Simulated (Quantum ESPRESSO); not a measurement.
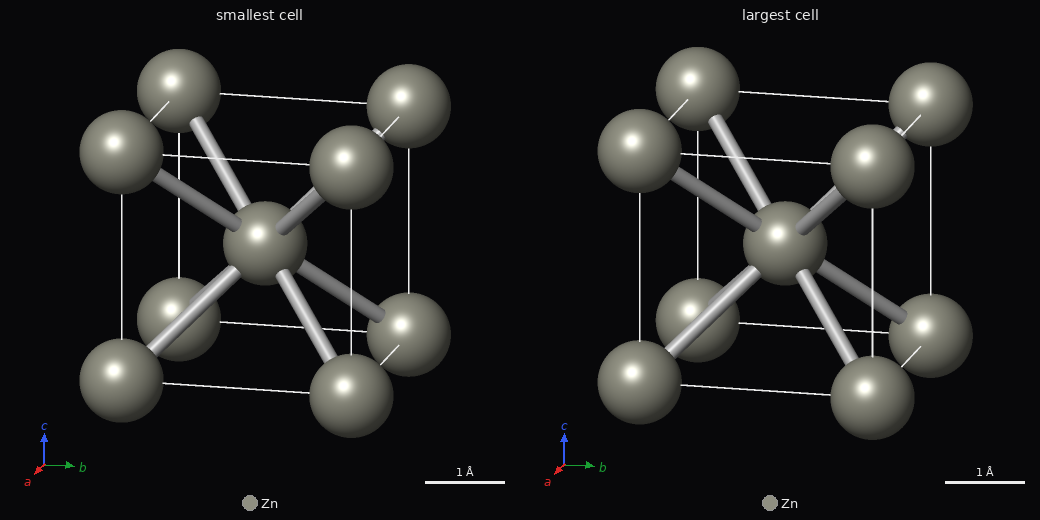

Zn, body-centred cubic (W type), space group Im-3m (No. 229), relaxed (cell and atoms, zero pressure) with four choices of dispersion term on top of PBEsol; the smallest and the largest of the relaxed conventional cells are drawn to one scale (sticks follow a distance rule). The start was a structure listed in the Materials Project. This isn't the form of Zn at room conditions, which is hcp.

Alike in all runs: Quantum ESPRESSO 7.5; functional PBEsol; potentials GBRV 1.5 PBEsol; cutoff 762 eV; k mesh 12 × 12 × 12 on the run's cell of 1 atom; occupations fermi-dirac, width 0.05 eV; no spin polarisation; no spin-orbit coupling. All runs are metallic.

```tsv
level	volume (Å³/atom)	a (Å)
D3(BJ)	?	?
rVV10	13.76	3.019
D3	13.90	3.029
none	14.29	3.057
```

Fill in the row of D3(BJ).

Volume 13.74 Å³/atom; a 3.018 Å. That is the smallest volume of all.

Order the levels by the relaxed volume, smallest first.

D3(BJ) (13.74 Å³/atom), rVV10 (13.76 Å³/atom), D3 (13.90 Å³/atom), none (14.29 Å³/atom). Rows within a few tenths of a per cent can't be told apart.

Caveat: the relaxed volumes lie -11 to -8 % from the starting cell; pairwise dispersion terms can overbind metals strongly.
